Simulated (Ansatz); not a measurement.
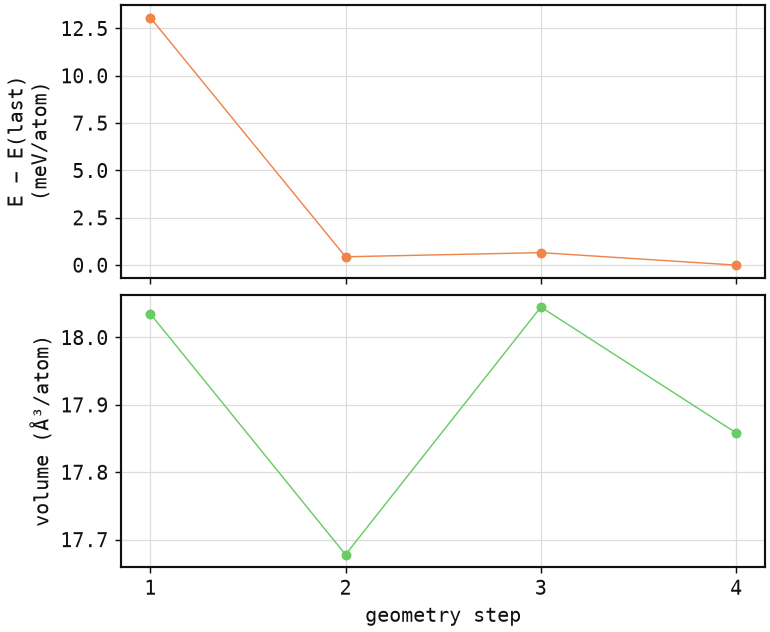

History of a geometry optimisation. Atoms and cell relax. A closing SCF on a freshly chosen basis isn't drawn.

```
crystal:
  lattice:
    - [2.8862, 0.0, 0.0]
    - [-1.4431, 2.4995225204, 0.0]
    - [0.0, 0.0, 10.0]
  atoms:
    - { symbol: Ag, position: [0.3333333333, 0.6666666667, 0.25] }
    - { symbol: Ag, position: [0.6666666667, 0.3333333333, 0.75] }
    - { symbol: Ag, position: [0.0, 0.0, 0.0] }
    - { symbol: Ag, position: [0.0, 0.0, 0.5] }
basis:
  ecutwfc: 420
  ecutrho_ratio: 8
kpoints:
  mp_grid: { grid: [18, 18, 4] }
hamiltonian:
  xc: pbe
scf:
  occupations: { method: gaussian, width: 0.1 }
  algorithm: density_mixing
output:
  forces: true
  eigenvalues: true
  stress: true
relax:
  adjacent_minimum: "off"
  f_tol: 0.001
  max_steps: 80
  cell: { stress_tol: 0.05 }
  max_displacement: 0.5
```

Run as:
```bash
ansatz run input.yaml --threads 1 --pin off --max-ram 2560MiB --backend cpu --events-out ev --progress --plain --runs-dir out
```

> How did it end, and what did it gain?

The optimisation met its thresholds at geometry 4, counting the start as the first. The energy fell by about 13 meV/atom from the first step to the last. Step 3 went uphill and was rejected by the line search. All forces vanish by symmetry, so only the cell moves.

> What happens to the cell?

The volume shrinks from 18.04 to 17.86 Å³ per atom (−1.0 %), overshooting to 17.68 at step 2. The start was expanded.
